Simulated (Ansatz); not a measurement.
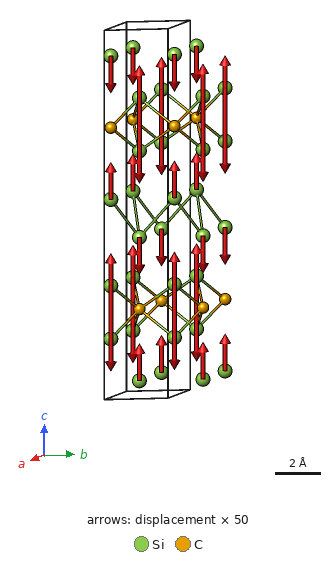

A relaxation of crystalline Si$_{4}$C (a generated structure, set up in P6_3/mmc). The starting structure is drawn; red arrows show the displacements (the part carried along by the change of the cell is left out), magnified 50 times.

The picture is a ball-and-stick view of the cell of the calculation, repeated 2 × 2 × 1 with one cell outlined, seen slightly off an axis.

Level of theory: Ansatz, DFT PBE, scalar-relativistic, plane waves, PAW. Settings: plane-wave cutoff 420 eV; k-point mesh 12 × 12 × 4; occupations gaussian; smearing width 0.1 eV; no spin polarisation; cell and atoms relaxed; force threshold 0.01 eV/Å; at most 80 steps.

### Atoms of which element are displaced furthest, and by how much?

Silicon: up to 0.079 Å, against 0.000 Å for carbon.

### What did the optimiser do to the structure, and how much energy did it gain?

The largest moves relative to the cell, 0.079 Å, are those of Si atoms. C stays in place. The volume changes by +0.6 %, with a = b 2.931 → 2.857 Å (−2.5 %), c 16.926 → 17.919 Å (+5.9 %). Among the contacts that change: Si–Si 2.533 → 2.642 Å, C–Si 2.085 → 2.046 Å, Si–Si 2.437 → 2.422 Å. Among the angles between lasting bonds that change: Si–Si–Si 70.7° → 65.5°. The space group stays P6_3/mmc (No. 194). The energy falls by 17.6 meV per atom in 6 accepted moves (10 points after the start). The largest force component goes from 0.11 to 0.00042 eV/Å. Pressure: −0.20 GPa at the start and 0.00 GPa at the end. The line search rejected the trial steps at points 3, 6 of the run. The SCF was repeated twice at an unchanged geometry on a basis and grid sized afresh for the cell, which shifted the energy by 0.4 meV per atom at most. The run took 2 min on 1 thread of Intel(R) Xeon(R) Platinum 8488C (Sapphire Rapids) (shared host), peak memory 0.51 GiB.
